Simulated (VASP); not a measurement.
**PtS2: band-structure run (part 1 of 2)**

System: PtS2 (3 atoms in the cell).
Method: Kohn-Sham DFT of a periodic cell, rSCAN, VASP PAW PBE potentials, recommended, no spin polarisation (VASP 6.6.1).

The structure derives from an entry of the Crystallography Open Database.

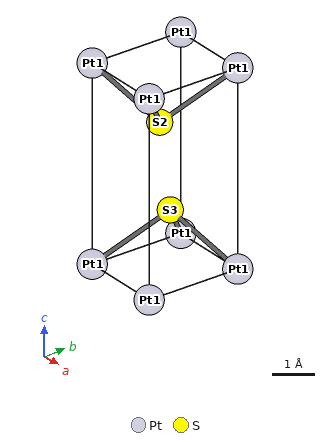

Figure 1. The input geometry (ball-and-stick view of the cell of the calculation, seen slightly off an axis; atoms are numbered from 1 in the order of the input). Near neighbours in the crystal (not all of them lie inside the picture): Pt has 6 S at 2.34 Å; S has 3 Pt at 2.34 Å.

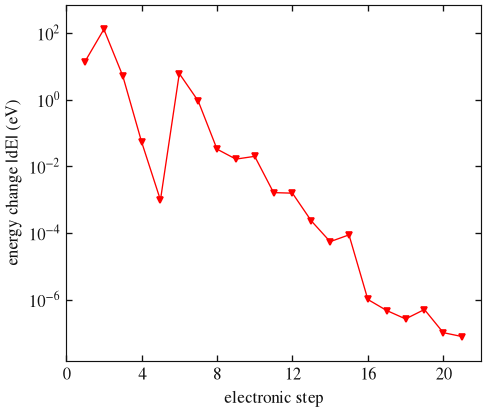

Figure 2. Convergence of the self-consistent field: energy change |dE| against the electronic step. It takes 21 electronic steps. The density is held fixed in the first few steps, and dE rises again when its update begins.

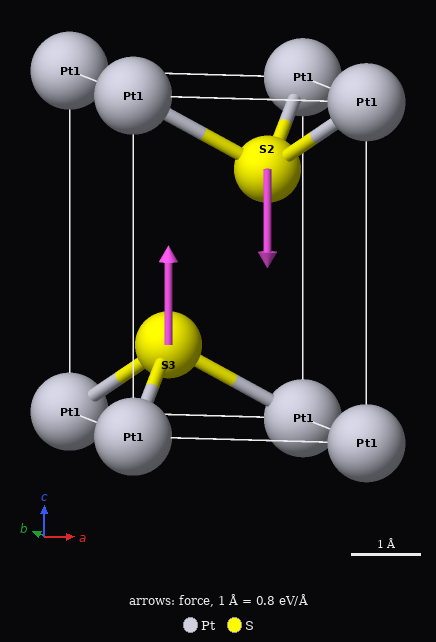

Figure 3. Forces on the atoms as pink arrows (ball-and-stick view of the cell of the calculation, seen slightly off an axis; atoms are numbered from 1 in the order of the input). The largest act on S2, S3 (1.18 eV/Å). The geometry is not a stationary point of this energy.

These pictures come from the run below.

## INCAR
```
ALGO = Normal
EDIFF = 1E-7
ENCUT = 520
ISIF = 2
ISMEAR = -1
LASPH = True
LCHARG = False
LMAXMIX = 4
LMIXTAU = True
LREAL = False
LWAVE = False
METAGGA = RSCAN
NELM = 60
PREC = Accurate
SIGMA = 0.05
```

## KPOINTS
```
k-points
0
Gamma
  9 9 5
```

## KPOINTS_OPT
```
path GMKGALHA,LM,KH
15
line-mode
reciprocal
 0.0000000000  0.0000000000  0.0000000000  G
 0.5000000000  0.0000000000  0.0000000000  M

 0.5000000000  0.0000000000  0.0000000000  M
 0.3333333333  0.3333333333  0.0000000000  K

 0.3333333333  0.3333333333  0.0000000000  K
 0.0000000000  0.0000000000  0.0000000000  G

 0.0000000000  0.0000000000  0.0000000000  G
 0.0000000000  0.0000000000  0.5000000000  A

 0.0000000000  0.0000000000  0.5000000000  A
 0.5000000000  0.0000000000  0.5000000000  L

 0.5000000000  0.0000000000  0.5000000000  L
 0.3333333333  0.3333333333  0.5000000000  H

 0.3333333333  0.3333333333  0.5000000000  H
 0.0000000000  0.0000000000  0.5000000000  A

 0.5000000000  0.0000000000  0.5000000000  L
 0.5000000000  0.0000000000  0.0000000000  M

 0.3333333333  0.3333333333  0.0000000000  K
 0.3333333333  0.3333333333  0.5000000000  H
```

## POSCAR
```
PtS2
1.0
    3.5432000000      0.0000000000      0.0000000000
   -1.7716000000      3.0685012107      0.0000000000
    0.0000000000      0.0000000000      5.0388000000
Pt S
1 2
Direct
    0.0000000000      0.0000000000      0.0000000000
    0.6666666667      0.3333333333      0.7730000000
    0.3333333333      0.6666666667      0.2270000000
```

Launched with:
```bash
cat potpaw_PBE.64/Pt/POTCAR potpaw_PBE.64/S/POTCAR > POTCAR
mpirun -np 1 vasp_std > vasp.out
```

## OSZICAR
```
N       E                     dE             d eps       ncg     rms          rms(c)
DAV:   1     0.139715819906E+02    0.13972E+02   -0.10817E+04  1532   0.134E+03
DAV:   2    -0.115432135481E+03   -0.12940E+03   -0.12637E+03  1899   0.252E+02
DAV:   3    -0.120638518099E+03   -0.52064E+01   -0.51779E+01  1906   0.545E+01
DAV:   4    -0.120692690107E+03   -0.54172E-01   -0.54162E-01  1948   0.614E+00
DAV:   5    -0.120693659311E+03   -0.96920E-03   -0.96918E-03  1962   0.785E-01    0.208E+01
DAV:   6    -0.114610571328E+03    0.60831E+01   -0.11090E+01  1570   0.354E+01    0.148E+01
DAV:   7    -0.113692238428E+03    0.91833E+00   -0.16450E+00  1612   0.146E+01    0.722E+00
DAV:   8    -0.113725007888E+03   -0.32769E-01   -0.15416E-01  1731   0.365E+00    0.177E+00
DAV:   9    -0.113708577297E+03    0.16431E-01   -0.54328E-02  1647   0.300E+00    0.288E-01
DAV:  10    -0.113728478153E+03   -0.19901E-01   -0.14465E-02  1668   0.110E+00    0.176E-01
DAV:  11    -0.113726855505E+03    0.16226E-02   -0.13819E-03  1759   0.417E-01    0.165E-01
DAV:  12    -0.113728416997E+03   -0.15615E-02   -0.67862E-04  1605   0.306E-01    0.679E-02
DAV:  13    -0.113728647402E+03   -0.23040E-03   -0.26643E-04  1675   0.218E-01    0.597E-02
DAV:  14    -0.113728702099E+03   -0.54698E-04   -0.74803E-05  1640   0.111E-01    0.322E-02
DAV:  15    -0.113728789554E+03   -0.87455E-04   -0.62314E-05  1717   0.799E-02    0.735E-03
DAV:  16    -0.113728790561E+03   -0.10068E-05   -0.52334E-06  2004   0.243E-02    0.597E-03
DAV:  17    -0.113728790091E+03    0.46953E-06   -0.98345E-08  1410   0.322E-03    0.703E-03
DAV:  18    -0.113728790354E+03   -0.26254E-06   -0.85801E-08  1065   0.344E-03    0.281E-03
DAV:  19    -0.113728790857E+03   -0.50283E-06   -0.31571E-07  1234   0.663E-03    0.771E-04
DAV:  20    -0.113728790755E+03    0.10166E-06   -0.20441E-08   841   0.139E-03    0.825E-04
DAV:  21    -0.113728790832E+03   -0.77463E-07   -0.30032E-09   820   0.506E-04
   1 F= -.11372879E+03 E0= -.11372879E+03  d E =-.987239E-06
       N       E                     dE             ncg
DAV:   1     0.773524207792E+04   -0.16849E+05     1508
DAV:   2     0.771257322492E+03   -0.69640E+04     1885
DAV:   3     0.503198257164E+03   -0.26806E+03     1941
DAV:   4     0.500143044122E+03   -0.30552E+01     1955
DAV:   5     0.500080432088E+03   -0.62612E-01     2032
DAV:   6     0.500078281149E+03   -0.21509E-02     2005
DAV:   7     0.500078211638E+03   -0.69511E-04     2032
DAV:   8     0.500078208470E+03   -0.31675E-05     1982
DAV:   9     0.500078208363E+03   -0.10771E-06     1580
DAV:  10     0.500078208347E+03   -0.16111E-07     1345
       N       E                     dE             ncg
DAV:   1     0.776221482009E+04   -0.22400E+05     1500
DAV:   2     0.730188258714E+03   -0.70320E+04     1948
DAV:   3     0.479228302536E+03   -0.25096E+03     1892
DAV:   4     0.476413738853E+03   -0.28146E+01     1949
DAV:   5     0.476353334746E+03   -0.60404E-01     1997
DAV:   6     0.476351209304E+03   -0.21254E-02     2070
DAV:   7     0.476351145320E+03   -0.63985E-04     1990
DAV:   8     0.476351142423E+03   -0.28971E-05     1908
DAV:   9     0.476351142324E+03   -0.98829E-07     1509
       N       E                     dE             ncg
DAV:   1     0.168861741155E+05   -0.21040E+05     1058
DAV:   2     0.122442737030E+05   -0.46419E+04     1316
DAV:   3     0.120840263771E+05   -0.16025E+03     1372
DAV:   4     0.120823608662E+05   -0.16655E+01     1344
DAV:   5     0.120823239696E+05   -0.36897E-01     1407
DAV:   6     0.120823227664E+05   -0.12032E-02     1354
DAV:   7     0.120823227269E+05   -0.39512E-04     1436
DAV:   8     0.120823227254E+05   -0.14688E-05     1348
DAV:   9     0.120823227254E+05   -0.52427E-07     1078
```

## Parts of OUTCAR
```
EDIFF = 1E-7
   ENCUT = 520
   ISIF = 2
   ISMEAR = -1
   LASPH = True
   LREAL = False
   METAGGA = RSCAN
   NELM = 60
   PREC = Accurate

 ion  position               nearest neighbor table
   1  0.000  0.000  0.000-   2 2.34   3 2.34   2 2.34   3 2.34   2 2.34   3 2.34
   2  0.667  0.333  0.773-   1 2.34   1 2.34   1 2.34
   3  0.333  0.667  0.227-   1 2.34   1 2.34   1 2.34

  LATTYP: Found a hexagonal cell.
 ALAT       =     3.5432000000
 C/A-ratio  =     1.4221043125

  Lattice vectors:

 A1 = (   3.5432000000,   0.0000000000,   0.0000000000)
 A2 = (  -1.7716000000,   3.0685012107,   0.0000000000)
 A3 = (   0.0000000000,   0.0000000000,   5.0388000000)

Analysis of symmetry for initial positions (statically):
=====================================================================
 Subroutine PRICEL returns:
 Original cell was already a primitive cell.

 Routine SETGRP: Setting up the symmetry group for a
 hexagonal supercell.

 Subroutine GETGRP returns: Found 12 space group operations
 (whereof 12 operations were pure point group operations)
 out of a pool of 24 trial point group operations.

The static configuration has the point symmetry D_3d.

Analysis of symmetry for dynamics (positions and initial velocities):
=====================================================================
 Subroutine PRICEL returns:
 Original cell was already a primitive cell.

 Routine SETGRP: Setting up the symmetry group for a
 hexagonal supercell.

 Subroutine GETGRP returns: Found 12 space group operations
 (whereof 12 operations were pure point group operations)
 out of a pool of 24 trial point group operations.

The dynamic configuration has the point symmetry D_3d.

 Subroutine INISYM returns: Found 12 space group operations
 (whereof 12 operations are pure point group operations),
 and found     1 'primitive' translations

----------------------------------------------------------------------------------------

                                     Primitive cell

  volume of cell :      54.7834

  direct lattice vectors                    reciprocal lattice vectors
     3.543200000  0.000000000  0.000000000     0.282230752  0.162946001  0.000000000
    -1.771600000  3.068501211  0.000000000     0.000000000  0.325892001  0.000000000
     0.000000000  0.000000000  5.038800000     0.000000000  0.000000000  0.198459951

  length of vectors
     3.543200000  3.543200000  5.038800000     0.325892001  0.325892001  0.198459951

  position of ions in fractional coordinates (direct lattice)
     0.000000000  0.000000000  0.000000000
     0.666666667  0.333333333  0.773000000
     0.333333333  0.666666667  0.227000000

  ion indices of the primitive-cell ions
   primitive index   ion index
                 1           1
                 2           2
                 3           3

----------------------------------------------------------------------------------------

 KPOINTS: k-points

Automatic generation of k-mesh.
 Grid dimensions read from file:
 generate k-points for:    9    9    5

 Generating k-lattice:

  Cartesian coordinates                     Fractional coordinates (reciprocal lattice)
     0.031358972  0.018105111  0.000000000     0.111111111  0.000000000  0.000000000
     0.000000000  0.036210222  0.000000000     0.000000000  0.111111111  0.000000000
     0.000000000  0.000000000  0.039691990     0.000000000  0.000000000  0.200000000

  Length of vectors
     0.036210222  0.036210222  0.039691990

  Shift w.r.t. Gamma in fractional coordinates (k-lattice)
     0.000000000  0.000000000  0.000000000

 Subroutine IBZKPT returns following result:
 ===========================================

 Found     50 irreducible k-points:

 Following reciprocal coordinates:
            Coordinates               Weight
  0.000000  0.000000  0.000000      1.000000
  0.111111 -0.000000  0.000000      6.000000
  0.222222  0.000000  0.000000      6.000000
  0.333333  0.000000  0.000000      6.000000
  0.444444  0.000000  0.000000      6.000000
  0.111111  0.111111  0.000000      6.000000
  0.222222  0.111111  0.000000     12.000000
  0.333333  0.111111  0.000000     12.000000
  0.444444  0.111111  0.000000      6.000000
  0.222222  0.222222  0.000000      6.000000
  0.333333  0.222222  0.000000     12.000000
  0.333333  0.333333  0.000000      2.000000
  0.000000  0.000000  0.200000      2.000000
  0.111111 -0.000000  0.200000      6.000000
  0.000000  0.111111  0.200000      6.000000
  0.222222  0.000000  0.200000      6.000000
  0.000000  0.222222  0.200000      6.000000
  0.333333  0.000000  0.200000      6.000000
  0.000000  0.333333  0.200000      6.000000
  0.444444  0.000000  0.200000      6.000000
  0.000000  0.444444  0.200000      6.000000
  0.111111  0.111111  0.200000     12.000000
  0.222222  0.111111  0.200000     12.000000
 -0.111111  0.333333  0.200000     12.000000
 [... further k-points ...]
```
